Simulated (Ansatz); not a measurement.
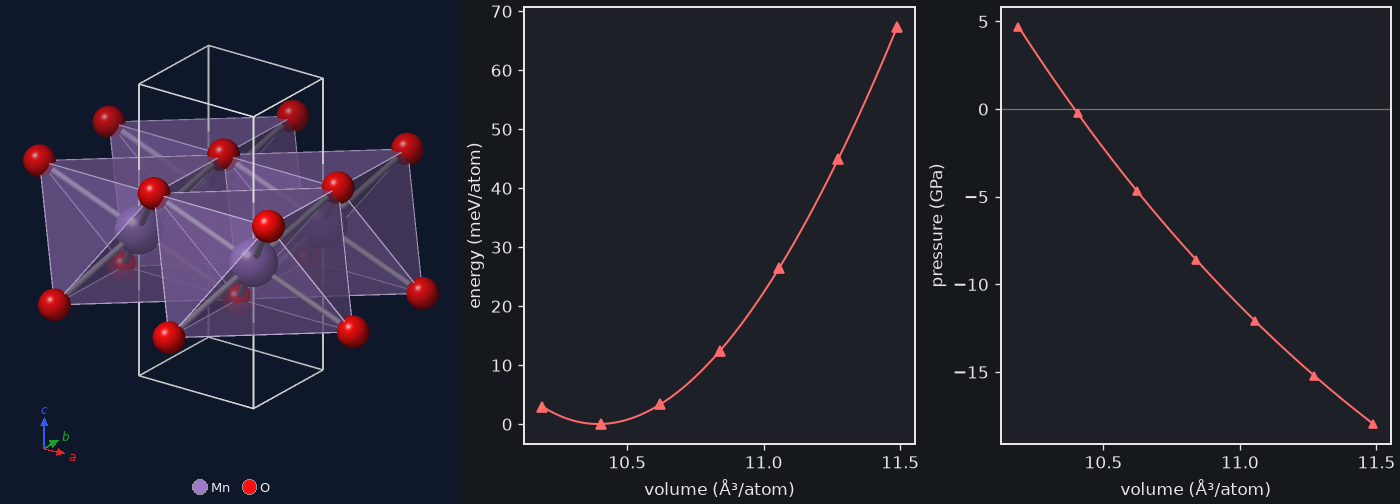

The plot gives the computed energy and pressure against volume for MnO₂, space group P-3m1 (No. 164). The conventional cell is drawn beside the plot.

Cell as given: a = 2.857 Å, b = 2.857 Å, c = 4.601 Å, α = 90.00°, β = 90.00°, γ = 120.00°; 3 atoms.

Computed with Ansatz 0.2.0: all-electron LAPW DFT, collinear spins; energies at scaled volumes of the given cell, shape and fractions fixed, counted from the fit's minimum, third-order Birch-Murnaghan fit. Level: LDA, collinear spin.

k mesh 11×11×6; occupations Fermi–Dirac; smearing width 0.05 eV; potentials all electron LAPW, scalar relativistic; program settings basis error eV/atom 0.002.

Question: Give the fitted equation-of-state parameters.

Answer: A third-order Birch–Murnaghan fit gives V0 = 10.39 Å³/atom, B0 = 226 GPa and B′ = 4.6.

Question: What does the pressure do across the range?

Answer: It falls from 4.71 GPa at volume 10.19 Å³/atom to −17.97 GPa at 11.49 Å³/atom, and changes sign near 10.40 Å³/atom.

Limits of the calculation: shape and atomic fractions are frozen while scaling, which makes layered, chain and framework solids too stiff.
